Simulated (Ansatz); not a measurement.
## Zn7F16: single-point calculation (part 2 of 2)

The same run, continued: Zn7F16 (defect cell, 23 atoms in the cell); DFT PBE, scalar-relativistic, plane waves, PAW, no spin polarisation (Ansatz 0.2.0); cutoff 420 eV, 4×4×4 k-mesh, Gaussian smearing of 0.05 eV. The structure derives from an entry of the Crystallography Open Database. It belongs to a series of runs on one base structure; here: half-way along the straight path, unrelaxed.

Geometry of the input (Å; fractional positions):
```
4.8003  -4.8003  0.0000
-4.8003  -4.8003  0.0000
0.0000  4.8003  -6.3504
Zn 0.1250  1.1250  0.2500
Zn 0.7541  0.7541  0.5083
Zn 0.4959  0.4959  -0.0083
Zn 0.6250  0.1250  0.2500
Zn 0.3717  0.8717  0.7435
Zn 0.1250  0.6250  0.2500
Zn 0.8783  0.3783  0.7565
F  0.7539  0.4490  0.5079
F  0.4961  0.1911  -0.0079
F  0.2461  0.9362  0.4921
F  0.0039  0.6941  0.0079
F  0.3428  0.1250  0.2500
F  0.0726  0.8693  0.7386
F  0.8137  0.6250  0.2500
F  0.5840  0.3807  0.7614
F  0.7539  0.0589  0.5079
F  0.4961  0.8010  -0.0079
F  0.2461  0.5559  0.4921
F  0.0039  0.3138  0.0079
F  0.9072  0.1250  0.2500
F  0.6660  0.8693  0.7386
F  0.4363  0.6250  0.2500
F  0.1774  0.3807  0.7614
```

**Output, continued**
```
--- Forces (eV/Å), atoms counted from 1 ---
  atom   1  Zn    -0.00000000     0.00000000     0.00000000
  atom   2  Zn     0.00000000     0.00000000    -0.58577727
  atom   3  Zn    -0.00000000     0.00000000     0.58577727
  atom   4  Zn    -0.00000000     0.00000000     0.00000000
  atom   5  Zn     0.00000000     0.00000000     0.16526834
  atom   6  Zn    -0.00000000    -0.00000000     0.00000000
  atom   7  Zn    -0.00000000     0.00000000    -0.16526834
  atom   8  F      0.07985775     0.07985775     0.17855180
  atom   9  F      0.07985775     0.07985775    -0.17855180
  atom  10  F     -0.01296916    -0.01296916     0.40727009
  atom  11  F     -0.01296916    -0.01296916    -0.40727009
  atom  12  F      9.47203674    -9.47203674     0.00000000
  atom  13  F      0.24484184    -0.24484184     0.32332922
  atom  14  F     -0.07564841     0.07564841     0.00000000
  atom  15  F      0.24484184    -0.24484184    -0.32332922
  atom  16  F     -0.07985775    -0.07985775     0.17855180
  atom  17  F     -0.07985775    -0.07985775    -0.17855180
  atom  18  F      0.01296916     0.01296916     0.40727009
  atom  19  F      0.01296916     0.01296916    -0.40727009
  atom  20  F     -9.47203674     9.47203674    -0.00000000
  atom  21  F     -0.24484184     0.24484184     0.32332922
  atom  22  F      0.07564841    -0.07564841    -0.00000000
  atom  23  F     -0.24484184     0.24484184    -0.32332922
  max |Σ_I F_I| component: 1.42e-15 eV/Å
--- Stress (GPa, compression-positive) ---
       11.183990     -11.468840       0.000000
      -11.468840      11.183990       0.000000
        0.000000       0.000000      -4.052113
  P = ⅓ Tr σ = 6.1053 GPa (61.053 kbar)
--- Band table (eV; the first three rows and the last of 18) ---
  k-point 0: bands = ["-21.7430", "-20.9230", "-19.2742", "-18.9980", "-18.9743", "-18.8143", "-18.7828", "-18.7676", "-18.6643", "-18.5689", "-18.3229", "-18.2926", "-18.2416", "-18.1976", "-18.1147", "-18.0801", "-7.0545", "-4.5732", "-4.5350", "-3.5201", "-3.4803", "-3.2389", "-3.1823", "-2.9782", "-2.9345", "-2.8035", "-2.7725", "-2.7147", "-2.6976", "-2.5964", "-2.5703", "-2.5396", "-2.4297", "-2.3188", "-2.2552", "-2.1808", "-2.1271", "-2.0714", "-2.0158", "-2.0103", "-1.9226", "-1.8979", "-1.8764", "-1.8715", "-1.8670", "-1.8385", "-1.8376", "-1.7732", "-1.6481", "-1.6433", "-1.6371", "-1.6135", "-1.5715", "-1.5456", "-1.4547", "-1.3384", "-1.2974", "-1.2773", "-0.9909", "-0.8224", "-0.7277", "-0.6738", "-0.5609", "-0.4581", "-0.4566", "-0.3965", "-0.2083", "-0.0109", "0.0063", "0.0476", "0.2202", "0.2776", "0.4663", "0.4988", "0.5013", "0.6109", "0.6236", "0.6316", "0.6722", "0.7153", "0.8554", "0.9141", "0.9324", "0.9615", "0.9794", "1.0060", "1.1434", "1.1536", "1.1732", "1.1814", "1.3011", "1.3041", "1.3872", "1.4312", "1.4606", "1.4619", "1.6408", "1.7875", "1.7917", "6.1776", "9.4790", "9.7976", "9.9685", "9.9693", "10.5575", "11.2470", "11.7390", "11.9100", "12.1520", "12.1825", "12.7912", "12.9818", "13.2155", "14.0862", "14.3921", "14.6676", "15.5330", "15.5525", "15.6803", "15.8925", "15.9273"]
  k-point 1: bands = ["-21.7429", "-20.9230", "-19.2535", "-19.0266", "-18.9813", "-18.8144", "-18.7844", "-18.7661", "-18.6473", "-18.5782", "-18.3227", "-18.2927", "-18.2428", "-18.1890", "-18.1142", "-18.0805", "-7.0544", "-4.5726", "-4.5366", "-3.4797", "-3.4728", "-3.2530", "-3.2169", "-2.9852", "-2.8364", "-2.8134", "-2.7235", "-2.6901", "-2.6851", "-2.5766", "-2.5632", "-2.5141", "-2.4243", "-2.3883", "-2.3200", "-2.2992", "-2.2084", "-2.2075", "-2.1666", "-1.9852", "-1.9619", "-1.9459", "-1.9248", "-1.8826", "-1.7676", "-1.7477", "-1.7449", "-1.7387", "-1.6754", "-1.6313", "-1.6135", "-1.5624", "-1.5586", "-1.5535", "-1.5334", "-1.4074", "-1.2636", "-1.1279", "-0.8216", "-0.7502", "-0.7276", "-0.6706", "-0.6248", "-0.5212", "-0.3987", "-0.3158", "-0.2651", "-0.0627", "0.1190", "0.2500", "0.2719", "0.2760", "0.3140", "0.4198", "0.4376", "0.4881", "0.6840", "0.7083", "0.7475", "0.7657", "0.8641", "0.8673", "0.8895", "0.9440", "0.9623", "1.0202", "1.0231", "1.1181", "1.1883", "1.2056", "1.3098", "1.3815", "1.3940", "1.4017", "1.4019", "1.4234", "1.6337", "1.7384", "1.7475", "6.6248", "9.0461", "9.2438", "9.7432", "10.2534", "10.7590", "11.2737", "11.8036", "11.9821", "12.0230", "12.2372", "13.2680", "13.3015", "13.4948", "14.3419", "14.3805", "14.6481", "14.9157", "15.1193", "15.1489", "15.3857", "15.5845"]
  k-point 2: bands = ["-21.7427", "-20.9230", "-19.2268", "-19.0595", "-18.9892", "-18.8144", "-18.7857", "-18.7648", "-18.6265", "-18.5918", "-18.3226", "-18.2927", "-18.2432", "-18.1815", "-18.1136", "-18.0809", "-7.0542", "-4.5719", "-4.5381", "-3.4790", "-3.4456", "-3.2645", "-3.1852", "-2.9587", "-2.8572", "-2.7953", "-2.7853", "-2.6744", "-2.6335", "-2.5625", "-2.5387", "-2.5013", "-2.4365", "-2.3796", "-2.3556", "-2.3289", "-2.2766", "-2.2246", "-2.1066", "-2.0691", "-2.0427", "-2.0413", "-1.9190", "-1.8908", "-1.8045", "-1.7879", "-1.7457", "-1.7453", "-1.6365", "-1.6010", "-1.5793", "-1.5757", "-1.5580", "-1.5491", "-1.5170", "-1.4353", "-1.2457", "-1.1431", "-0.7736", "-0.7232", "-0.7093", "-0.7087", "-0.4242", "-0.3446", "-0.3298", "-0.1897", "-0.1777", "-0.0459", "0.0135", "0.0999", "0.2342", "0.2740", "0.2742", "0.3957", "0.4042", "0.5656", "0.6927", "0.6996", "0.7174", "0.7238", "0.8006", "0.8661", "0.8857", "0.9290", "1.0119", "1.0689", "1.0761", "1.0856", "1.1310", "1.2023", "1.2591", "1.2931", "1.3454", "1.3921", "1.4497", "1.4699", "1.6400", "1.6863", "1.7233", "7.5271", "7.9515", "9.0626", "9.6814", "10.4003", "10.8569", "11.0942", "11.8456", "12.1469", "12.1685", "12.3130", "13.5211", "13.7001", "14.0214", "14.2183", "14.5329", "14.5532", "14.5829", "14.6126", "14.8611", "15.4188", "15.6269"]
  k-point 17: bands = ["-21.7023", "-20.9769", "-19.1528", "-19.0365", "-18.9962", "-18.9086", "-18.8100", "-18.7696", "-18.5982", "-18.5748", "-18.3392", "-18.3144", "-18.2009", "-18.1945", "-18.1041", "-18.0989", "-6.5793", "-4.5747", "-4.5229", "-4.4857", "-2.9603", "-2.9397", "-2.8867", "-2.8700", "-2.8254", "-2.7798", "-2.7488", "-2.6925", "-2.6778", "-2.6530", "-2.6380", "-2.5746", "-2.5702", "-2.4945", "-2.4620", "-2.4427", "-2.3147", "-2.1295", "-2.0944", "-2.0442", "-2.0162", "-1.9826", "-1.9451", "-1.9322", "-1.9140", "-1.8330", "-1.7215", "-1.7185", "-1.7162", "-1.6373", "-1.6198", "-1.5038", "-1.4526", "-1.4295", "-1.2856", "-1.2252", "-1.1854", "-1.1667", "-1.0085", "-0.9690", "-0.7895", "-0.7711", "-0.7437", "-0.6209", "-0.5741", "-0.4747", "-0.2675", "-0.2114", "-0.1819", "0.0923", "0.2394", "0.2816", "0.3486", "0.5133", "0.5171", "0.5453", "0.5692", "0.5759", "0.6072", "0.7032", "0.8646", "0.8759", "0.9392", "0.9717", "1.0101", "1.0348", "1.0877", "1.2087", "1.2555", "1.2562", "1.3056", "1.4833", "1.5046", "1.5498", "1.5506", "1.7228", "1.7276", "1.8307", "1.8352", "8.5306", "8.5656", "8.6368", "9.5838", "10.2349", "10.2568", "10.3029", "11.7503", "12.6837", "12.9149", "13.2329", "13.2730", "13.3197", "13.5764", "13.7030", "13.9983", "14.1419", "14.7271", "15.2643", "15.4040", "15.4589", "15.7742"]
```

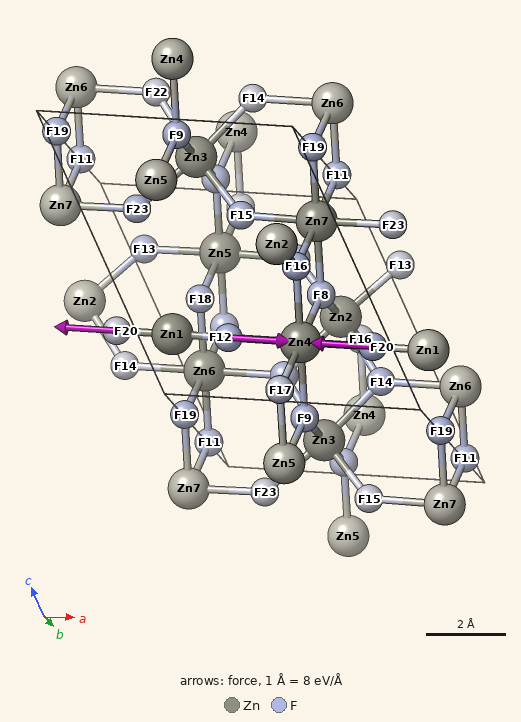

Forces on the atoms as pink arrows (ball-and-stick view of the cell of the calculation, seen at an oblique angle; neighbours outside the cell are drawn fainter; atoms are numbered from 1 in the order of the input); the smallest are left out. The largest act on F12, F20 (13.40 eV/Å). The geometry is not a stationary point of this energy.

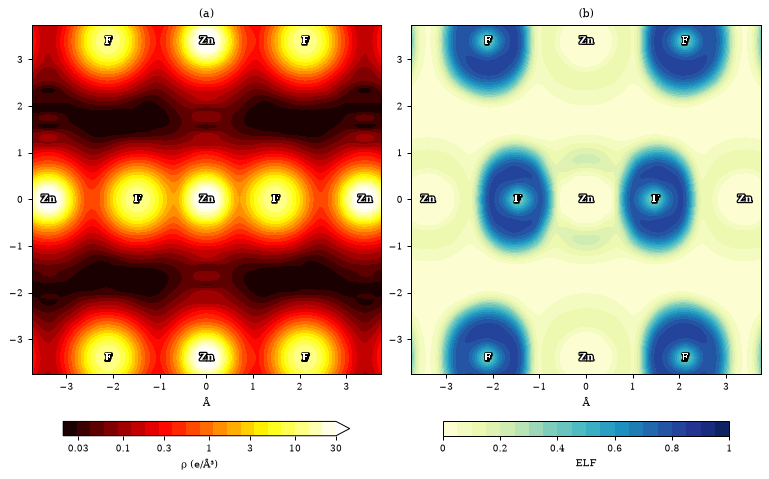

(a) valence pseudo-density; (b) electron localisation function on the (001) plane of the calculation cell. The section cuts through Zn and F sites. Zn–F (1.48 Å): ρ at the midpoint is about 1.7 e/Å³; the ELF is about 0.40 at the midpoint; no shared pair; the contact is polar. Away from the nuclei the density in this plane falls to 0.009 e/Å³ at its lowest. Core electrons are frozen (PAW), so the fields are smoothed inside the atomic spheres.
